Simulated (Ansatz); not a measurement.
C₄HSi₄: single-point calculation (part 2 of 2)

Continued. System: C₄HSi₄ (slab, 9 atoms in the cell). Method: DFT, PBEsol, plane waves, PAW, spin-polarised (Ansatz 0.2.0); cutoff 420 eV, 9×9×1 k-mesh, tetrahedron_uncorrected, collinear spins. The structure derives from an entry of the Crystallography Open Database.

Geometry of the input (Å; fractional positions):
```
3.0806  0.0000  0.0000
0.0000  3.0806  0.0000
0.0000  0.0000  26.6241
C  0.0000  0.5000  0.3193
Si 0.5000  0.5000  0.3602
C  0.5000  0.0000  0.4011
Si 0.0000  0.0000  0.4420
C  0.0000  0.5000  0.4839
Si 0.5000  0.5000  0.5239
C  0.5000  0.0000  0.5658
Si 0.0000  0.0000  0.6042
H  0.0000  0.0000  0.6602
```

What the program printed, continued
```
SCF iter   1: F=—  HF=-3485.212700 eV  |F-HF|=—  |Δ(HF+E_count)|=         —  Δρ=8.90e-3 (↑8.90e-3 ↓7.04e-3)  dr2=1.55e1  dr2_m=4.72e-3  M=-0.208 μB ∫|m|=0.274 μB  β_m=0.65  ethr=3.10e-3  p=0.087 e·Å  D=6.24e-2 V/Å  ΔV_dip=-1.66 eV  dr2_dipole=7.18e0  V_vac-E_F(+/−)=5.11/6.78 eV  ⟨swp⟩=8.4  Hψ=5844  notcnv=0  defer=2
efield: sawtooth ramp at fractional position 0.9697 (kept from the solve that this one continues, or follows in the run), width 0.0400; the density the first Hamiltonian is built on has a dipole p = 0.087 e·Å; the dipole correction subtracts the counter field D = 6.24e-2 V/Å, which shifts the + side's vacuum level by -1.66 eV against the − side's; the planar-averaged density in the ramp window peaks in size at 1.3e-6 e/Å³
preconditioner: auto → none  [metal: no gap  n_scr=16 (ndim 8)  ℏωp=13.4 eV  f_vac=0.564]
SCF iter   2: F=—  HF=-3597.281314 eV  |F-HF|=—  |Δ(HF+E_count)|=    1.12e2  Δρ=9.92e-2 (↑9.48e-2 ↓9.92e-2)  dr2=5.16e3  dr2_m=4.18e-2  M=-0.002 μB ∫|m|=0.014 μB  β_m=0.62  ethr=3.10e-3  p=1.431 e·Å  D=1.02e0 V/Å  ΔV_dip=-27.28 eV  dr2_dipole=4.03e3  V_vac-E_F(+/−)=-5.28/22.00 eV  ⟨swp⟩=18.5  Hψ=14195  notcnv=0  defer=203  κ⁻¹=1.0e0(r=1)
SCF iter   3: F=—  HF=-3486.658406 eV  |F-HF|=—  |Δ(HF+E_count)|=    1.11e2  Δρ=1.80e-2 (↑1.79e-2 ↓1.80e-2)  dr2=4.94e1  dr2_m=2.63e-3  M=-0.320 μB ∫|m|=0.396 μB  β_m=0.85  ethr=3.10e-3  p=0.023 e·Å  D=1.64e-2 V/Å  ΔV_dip=-0.44 eV  dr2_dipole=1.45e1  V_vac-E_F(+/−)=8.30/8.76 eV  ⟨swp⟩=9.2  Hψ=8805  notcnv=0  defer=150  κ⁻¹=1.4e-3(r=2)
SCF iter   4: F=—  HF=-3484.780394 eV  |F-HF|=—  |Δ(HF+E_count)|=    1.88e0  Δρ=2.39e-3 (↑2.39e-3 ↓2.10e-3)  dr2=1.18e-1  dr2_m=7.88e-3  M=-0.420 μB ∫|m|=0.437 μB  β_m=1.20  ethr=3.10e-3  p=0.024 e·Å  D=1.70e-2 V/Å  ΔV_dip=-0.45 eV  dr2_dipole=6.13e-2  V_vac-E_F(+/−)=6.90/7.37 eV  ⟨swp⟩=5.7  Hψ=3181  notcnv=0  defer=188  κ⁻¹=1.6e-5(r=3)
SCF iter   5: F=—  HF=-3484.775627 eV  |F-HF|=—  |Δ(HF+E_count)|=   4.77e-3  Δρ=2.65e-3 (↑2.65e-3 ↓1.85e-3)  dr2=8.43e-2  dr2_m=1.01e-2  M=-0.533 μB ∫|m|=0.547 μB  β_m=1.04  ethr=3.57e-4  p=0.043 e·Å  D=3.06e-2 V/Å  ΔV_dip=-0.81 eV  dr2_dipole=4.60e-2  V_vac-E_F(+/−)=6.51/7.33 eV  ⟨swp⟩=5.0  Hψ=2813  notcnv=0  defer=192  κ⁻¹=4.9e-7(r=4)
SCF iter   6: F=—  HF=-3484.783335 eV  |F-HF|=—  |Δ(HF+E_count)|=   7.71e-3  Δρ=2.78e-3 (↑2.78e-3 ↓1.65e-3)  dr2=7.17e-2  dr2_m=9.70e-3  M=-0.635 μB ∫|m|=0.647 μB  β_m=1.20  ethr=2.56e-4  p=0.052 e·Å  D=3.73e-2 V/Å  ΔV_dip=-0.99 eV  dr2_dipole=2.12e-2  V_vac-E_F(+/−)=6.26/7.26 eV  ⟨swp⟩=1.9  Hψ=1328  notcnv=0  defer=180  κ⁻¹=3.5e-8(r=5)
SCF iter   7: F=—  HF=-3484.789527 eV  |F-HF|=—  |Δ(HF+E_count)|=   6.19e-3  Δρ=2.49e-3 (↑2.49e-3 ↓1.35e-3)  dr2=6.46e-2  dr2_m=6.85e-3  M=-0.689 μB ∫|m|=0.700 μB  β_m=1.20  ethr=2.17e-4  p=0.057 e·Å  D=4.07e-2 V/Å  ΔV_dip=-1.08 eV  dr2_dipole=1.44e-2  V_vac-E_F(+/−)=6.10/7.20 eV  ⟨swp⟩=1.7  Hψ=1183  notcnv=0  defer=179  κ⁻¹=9.7e-9(r=6)
SCF iter   8: F=—  HF=-3484.792896 eV  |F-HF|=—  |Δ(HF+E_count)|=   3.37e-3  Δρ=1.54e-3 (↑1.54e-3 ↓9.06e-4)  dr2=4.49e-2  dr2_m=2.54e-3  M=-0.743 μB ∫|m|=0.757 μB  β_m=1.20  ethr=1.96e-4  p=0.067 e·Å  D=4.77e-2 V/Å  ΔV_dip=-1.27 eV  dr2_dipole=2.23e-2  V_vac-E_F(+/−)=5.75/7.03 eV  ⟨swp⟩=2.9  Hψ=1494  notcnv=0  defer=185  κ⁻¹=2.8e-9(r=7)
SCF iter   9: F=—  HF=-3484.789265 eV  |F-HF|=—  |Δ(HF+E_count)|=   3.63e-3  Δρ=6.06e-4 (↑3.06e-4 ↓6.06e-4)  dr2=1.80e-2  dr2_m=2.61e-4  M=-0.861 μB ∫|m|=0.885 μB  β_m=1.20  ethr=1.36e-4  p=0.094 e·Å  D=6.72e-2 V/Å  ΔV_dip=-1.79 eV  dr2_dipole=1.05e-2  V_vac-E_F(+/−)=4.94/6.73 eV  ⟨swp⟩=4.6  Hψ=2770  notcnv=0  defer=186  κ⁻¹=2.5e-9(r=8)
SCF iter  10: F=—  HF=-3484.789298 eV  |F-HF|=—  |Δ(HF+E_count)|=   3.23e-5  Δρ=3.21e-4 (↑3.21e-4 ↓2.40e-4)  dr2=1.67e-2  dr2_m=5.78e-5  M=-0.824 μB ∫|m|=0.846 μB  β_m=1.20  ethr=5.44e-5  p=0.096 e·Å  D=6.91e-2 V/Å  ΔV_dip=-1.84 eV  dr2_dipole=1.15e-2  V_vac-E_F(+/−)=4.94/6.79 eV  ⟨swp⟩=2.6  Hψ=1561  notcnv=0  defer=184  κ⁻¹=4.1e-9(r=8)
SCF iter  11: F=—  HF=-3484.788073 eV  |F-HF|=—  |Δ(HF+E_count)|=   1.22e-3  Δρ=3.08e-4 (↑1.90e-4 ↓3.08e-4)  dr2=1.28e-2  dr2_m=5.03e-5  M=-0.849 μB ∫|m|=0.872 μB  β_m=1.20  ethr=5.05e-5  p=0.103 e·Å  D=7.36e-2 V/Å  ΔV_dip=-1.96 eV  dr2_dipole=8.50e-3  V_vac-E_F(+/−)=4.77/6.73 eV  ⟨swp⟩=2.6  Hψ=1380  notcnv=0  defer=183  κ⁻¹=1.2e-7(r=8)
SCF iter  12: F=—  HF=-3484.784090 eV  |F-HF|=—  |Δ(HF+E_count)|=   3.98e-3  Δρ=4.78e-4 (↑2.22e-4 ↓4.78e-4)  dr2=9.24e-4  dr2_m=1.83e-4  M=-0.835 μB ∫|m|=0.855 μB  β_m=1.20  ethr=3.89e-5  p=0.150 e·Å  D=1.07e-1 V/Å  ΔV_dip=-2.86 eV  dr2_dipole=3.08e-4  V_vac-E_F(+/−)=3.88/6.74 eV  ⟨swp⟩=6.6  Hψ=2618  notcnv=0  defer=195  κ⁻¹=6.9e-5(r=8)
SCF iter  13: F=—  HF=-3484.784604 eV  |F-HF|=—  |Δ(HF+E_count)|=   5.15e-4  Δρ=9.33e-5 (↑8.85e-5 ↓9.33e-5)  dr2=2.13e-4  dr2_m=4.14e-6  M=-0.860 μB ∫|m|=0.882 μB  β_m=1.20  ethr=2.80e-6  p=0.151 e·Å  D=1.08e-1 V/Å  ΔV_dip=-2.88 eV  dr2_dipole=5.84e-7  V_vac-E_F(+/−)=3.83/6.71 eV  ⟨swp⟩=5.0  Hψ=2780  notcnv=0  defer=194  κ⁻¹=9.1e-5(r=8)
SCF iter  14: F=—  HF=-3484.784720 eV  |F-HF|=—  |Δ(HF+E_count)|=   1.15e-4  Δρ=5.37e-5 (↑3.57e-5 ↓5.37e-5)  dr2=3.64e-5  dr2_m=7.19e-7  M=-0.853 μB ∫|m|=0.875 μB  β_m=1.20  ethr=6.46e-7  p=0.156 e·Å  D=1.12e-1 V/Å  ΔV_dip=-2.98 eV  dr2_dipole=1.67e-5  V_vac-E_F(+/−)=3.73/6.72 eV  ⟨swp⟩=6.1  Hψ=2576  notcnv=0  defer=197  κ⁻¹=1.5e-4(r=8)
SCF iter  15: F=—  HF=-3484.784751 eV  |F-HF|=—  |Δ(HF+E_count)|=   3.10e-5  Δρ=3.75e-5 (↑2.01e-5 ↓3.75e-5)  dr2=1.33e-5  dr2_m=9.68e-7  M=-0.857 μB ∫|m|=0.879 μB  β_m=1.20  ethr=1.10e-7  p=0.158 e·Å  D=1.13e-1 V/Å  ΔV_dip=-3.01 eV  dr2_dipole=4.16e-6  V_vac-E_F(+/−)=3.71/6.72 eV  ⟨swp⟩=5.8  Hψ=2892  notcnv=0  defer=203  κ⁻¹=1.1e-4(r=8)
SCF iter  16: F=—  HF=-3484.784755 eV  |F-HF|=—  |Δ(HF+E_count)|=   4.34e-6  Δρ=7.01e-6 (↑6.82e-6 ↓7.01e-6)  dr2=5.55e-7  dr2_m=4.09e-9  M=-0.854 μB ∫|m|=0.876 μB  β_m=1.20  ethr=4.04e-8  p=0.158 e·Å  D=1.13e-1 V/Å  ΔV_dip=-3.01 eV  dr2_dipole=8.56e-8  V_vac-E_F(+/−)=3.71/6.72 eV  ⟨swp⟩=5.7  Hψ=2473  notcnv=0  defer=194  κ⁻¹=1.5e-5(r=8)
SCF iter  17: F=—  HF=-3484.784757 eV  |F-HF|=—  |Δ(HF+E_count)|=   1.82e-6  Δρ=3.17e-6 (↑2.53e-6 ↓3.17e-6)  dr2=2.93e-7  dr2_m=1.84e-9  M=-0.854 μB ∫|m|=0.877 μB  β_m=1.20  ethr=1.68e-9  p=0.158 e·Å  D=1.13e-1 V/Å  ΔV_dip=-3.01 eV  dr2_dipole=9.13e-8  V_vac-E_F(+/−)=3.71/6.72 eV  ⟨swp⟩=7.9  Hψ=3232  notcnv=0  defer=210  κ⁻¹=8.0e-6(r=8)
iter 18 met the thresholds in force, and the SCF goes on: an eigenvalue changes by 34.46 meV, over its tolerance of 10.00 meV (output.eigenvalues, Limitations)
SCF iter  18: F=-3484.784757 eV  HF=-3484.784757 eV  |F-HF|=6.42e-8  |Δ(HF+E_count)|=   1.96e-7  Δρ=1.45e-6 (↑1.34e-6 ↓1.45e-6)  dr2=1.41e-8  dr2_m=1.33e-10  M=-0.854 μB ∫|m|=0.876 μB  β_m=1.20  ethr=3.03e-10  p=0.158 e·Å  D=1.13e-1 V/Å  ΔV_dip=-3.01 eV  dr2_dipole=8.89e-11  V_vac-E_F(+/−)=3.71/6.72 eV  ⟨swp⟩=14.2  Hψ=10306  notcnv=0  κ⁻¹=1.4e-6(r=8)
iter 19 met the thresholds in force, and the SCF goes on: an eigenvalue changes by 32.78 meV, over its tolerance of 10.00 meV (output.eigenvalues, Limitations)
SCF iter  19: F=-3484.784757 eV  HF=-3484.784757 eV  |F-HF|=2.72e-8  |Δ(HF+E_count)|=   4.04e-8  Δρ=7.54e-7 (↑7.02e-7 ↓7.54e-7)  dr2=3.47e-9  dr2_m=4.17e-11  M=-0.854 μB ∫|m|=0.876 μB  β_m=1.20  ethr=4.27e-11  p=0.158 e·Å  D=1.13e-1 V/Å  ΔV_dip=-3.01 eV  dr2_dipole=2.12e-11  V_vac-E_F(+/−)=3.71/6.72 eV  ⟨swp⟩=2.1  Hψ=4654  notcnv=0  κ⁻¹=1.3e-7(r=8)
iter 20 met the thresholds in force, and the SCF goes on: an eigenvalue changes by 12.47 meV, over its tolerance of 10.00 meV (output.eigenvalues, Limitations)
SCF iter  20: F=-3484.784757 eV  HF=-3484.784757 eV  |F-HF|=1.23e-9  |Δ(HF+E_count)|=   2.63e-8  Δρ=3.32e-7 (↑3.32e-7 ↓3.21e-7)  dr2=9.10e-10  dr2_m=9.15e-11  M=-0.854 μB ∫|m|=0.876 μB  β_m=1.00  ethr=1.05e-11  p=0.158 e·Å  D=1.13e-1 V/Å  ΔV_dip=-3.01 eV  dr2_dipole=2.93e-10  V_vac-E_F(+/−)=3.71/6.72 eV  ⟨swp⟩=1.9  Hψ=4738  notcnv=0
Mixer restart at iter 20: flushing history
SCF iter  21: F=-3484.784756 eV  HF=-3484.784757 eV  |F-HF|=6.13e-7  |Δ(HF+E_count)|=   2.14e-8  Δρ=1.53e-6 (↑1.53e-6 ↓1.08e-6)  dr2=4.20e-7  dr2_m=3.32e-10  M=-0.854 μB ∫|m|=0.876 μB  β_m=1.00  ethr=2.76e-12  p=0.158 e·Å  D=1.13e-1 V/Å  ΔV_dip=-3.01 eV  dr2_dipole=2.01e-7  V_vac-E_F(+/−)=3.71/6.72 eV  ⟨swp⟩=6.1  Hψ=3413  notcnv=0  defer=184  κ⁻¹=1.0e0(r=1)
SCF iter  22: F=-3484.784757 eV  HF=-3484.784757 eV  |F-HF|=3.03e-9  |Δ(HF+E_count)|=   1.91e-8  Δρ=2.21e-7 (↑2.21e-7 ↓1.59e-7)  dr2=2.46e-9  dr2_m=4.51e-11  M=-0.854 μB ∫|m|=0.876 μB  ethr=2.76e-12  p=0.158 e·Å  D=1.13e-1 V/Å  ΔV_dip=-3.01 eV  dr2_dipole=6.82e-10  V_vac-E_F(+/−)=3.71/6.72 eV  ⟨swp⟩=1.0  Hψ=4616  notcnv=0
SCF 2 converged in 22 iterations: F = -3484.784757 eV  dr2 = 2.46e-9
  greatest PAW one-centre occupation: 0.716 electrons in one spin orbital (limit 2), on the C atom at site 0 (counted from 0), in its partial waves of l = 0
The result is that of the SCF that stage 1 started: 0.076 eV lower in free energy than the state whose close was followed first; 23 iterations were spent on what was left
SCF converged after 22 iterations
Stability not told: one more pass did not bear out a value that the check read (along that value's direction the trial steps together read 4.2e-1, that pass 5.3e-1); the value that it reports is 4.2e-1: no lower mode is shown, and none is ruled out
an eigenvalue changed by more than its tolerance at an iteration that met the thresholds in force, so the SCF went on 3 times, its first undamped step at iteration 20: the last check found none over its tolerance
Magnetization: -0.8542 μB (16.0729 up, 16.9271 down)
Absolute magnetization: 0.8768 μB (∫|ρ↑−ρ↓|, with the PAW one-centre terms)
Spin contamination: 0.0544 ħ² per cell (⟨S²⟩ above its minimum at these occupations)
Per-site moments (μB) at R_I (Å): [(-0.4097190818763673, 0.7781758736129973), (-0.01603771791889992, 0.7781758736129973), (-0.048610248032322244, 0.7781758742470704), (-0.005841293154062872, 0.7781758742470704), (-0.0052305383871179625, 0.7728568951695235), (-0.0006364217897829452, 0.7728568951695235), (-0.001246230211378804, 0.7625605946275064), (-0.0004372763212121503, 0.6147625770442785), (-0.0003923245775232365, 0.6147625770442785)]
Free energy (F): -3484.784757 eV
Harris-Foulkes:  -3484.784757 eV  (|F-HF|=3.03e-9)
Internal energy: -3484.784757 eV  (E = F + TS)
E sigma→0 (E₀):  -3484.784757 eV
Fermi energy:    0.092824 eV
Dipole field:    D = 0.113142 V/Å  (p = 0.157985 e·Å, saw-weighted, corrected)
Work function:   Φ+ = 3.7058 eV   Φ− = 6.7181 eV
Levels:          The Fermi level and band energies are counted from a zero that moves with the ramp; work functions are not
--- Per-component energies (eV) ---
  E_band       = -215.398207
  E_kinetic    = 539.495505
  E_local      = -20205.694486  (includes V_loc(G=0)·N_el)
  E_nonlocal   = 210.583538
  E_hartree    = 9856.995163
  E_xc         = -420.935677
  E_vxc        = -439.566813  (∫ρ·V_xc dr)
  E_paw        = -2376.654401  (= ΣΔE_a)
  E_vpaw       = -36.329286  (= ΣTr[D̂ρ^β])
  E_aug_tail   = -0.001120  (compensation charges beyond the density's cutoff)
  E_efield     = 0.008937  (sawtooth field / dipole correction)
  E_vefield    = 2.124389  (∫n·V_field dr)
  E_ewald      = 8911.207138
  E_core_change = 0.210645  (= ΣΔE_core)
  E_smearing   = 0.000000  (= −TS)
  E_closure    = -0.000000  (closes the sum)
  Σ components = -3484.784757   (vs F -3484.784757, Δ=0.00e0)
--- Forces (eV/Å), atoms counted from 1 ---
  atom   1  C      0.00000000     0.00000000     2.12956882
  atom   2  Si     0.00000000     0.00000000    -2.47761462
  atom   3  C      0.00000000     0.00000000     0.75500204
  atom   4  Si     0.00000000     0.00000000    -0.36560605
  atom   5  C      0.00000000     0.00000000    -0.06735270
  atom   6  Si     0.00000000     0.00000000     0.09304710
  atom   7  C      0.00000000     0.00000000    -0.00500821
  atom   8  Si     0.00000000     0.00000000    -0.06498774
  atom   9  H      0.00000000     0.00000000     0.00294897
  max |Σ_I F_I| component: 2.40e-6 eV/Å
--- Band table (eV; the first three rows and the last of 50) ---
  k-point 0 ↑: bands = ["-16.2558", "-15.0492", "-13.3861", "-10.7670", "-8.9350", "-6.4679", "-4.3847", "-4.2880", "-4.0683", "-3.2787", "-3.0688", "-2.4849", "-2.1228", "-1.8200", "-0.3355", "-0.0397", "0.7789", "1.7497", "1.8746", "2.8530", "3.4910", "3.9359", "4.3444", "4.7907", "5.1213", "5.5480"]
  k-point 1 ↑: bands = ["-16.0992", "-14.9025", "-13.2649", "-10.6988", "-8.8356", "-6.5288", "-5.0995", "-4.4023", "-4.1820", "-3.8691", "-3.1902", "-2.6045", "-2.2247", "-2.0742", "-0.3256", "0.0793", "1.1286", "1.5353", "1.8739", "3.2199", "3.6427", "4.3986", "4.5066", "4.7941", "5.2969", "6.1320"]
  k-point 2 ↑: bands = ["-15.6372", "-14.4765", "-12.9402", "-10.5861", "-8.5897", "-7.2875", "-6.1482", "-5.4094", "-4.7097", "-3.8829", "-3.2392", "-2.9497", "-2.5986", "-1.9619", "-0.3162", "-0.0533", "0.7276", "1.0723", "2.2087", "3.4870", "3.8937", "4.8268", "5.3781", "6.0846", "6.2495", "6.3779"]
  k-point 24 ↓: bands = ["-12.1313", "-11.6161", "-11.1900", "-9.5213", "-8.7364", "-8.4448", "-8.0954", "-7.4138", "-6.0396", "-5.7626", "-4.9738", "-4.9412", "-4.8163", "-4.4108", "-3.7688", "-2.1035", "-1.4653", "-1.0037", "1.4412", "2.3550", "3.5748", "3.8939", "4.3545", "4.6159", "5.6078", "6.0988"]
```

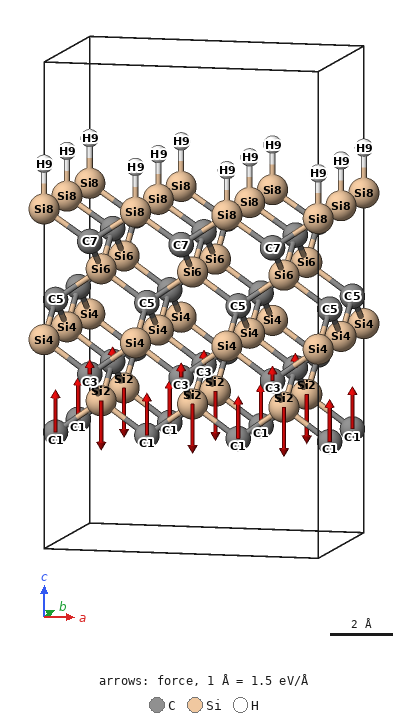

Figure 1. Forces on the atoms as red arrows (ball-and-stick view of the 3 × 2 repeat of the cell, with the vacuum cut short, seen slightly off an axis; atoms are numbered from 1 in the order of the input); the smallest are left out. The largest act on Si2 (2.48 eV/Å); C1 (2.13 eV/Å); C3 (0.76 eV/Å). The geometry is not a stationary point of this energy.

Key numbers

- outcome: converged
- electrons treated: 33
- free energy: −3484.7848 eV
- Fermi energy: 0.093 eV
- gap on the k-point mesh: none (metallic)
- net moment of the cell: −0.85 μB
- integrated absolute moment: 0.88 μB
- largest force (length of the vector): 2.478 eV/Å
- wall time: 2.2 min (CPU time 4.1 min)
- peak memory: 0.71 GiB

Notes

Settings chosen away from the usual ones: scf.occupations.width removed; scf.occupations.method set to tetrahedron_uncorrected (from gaussian). The electronic state found may not be the lowest one. Notes on the run: a screening estimate came out negative during mixing; the state was not tested for a lower one.
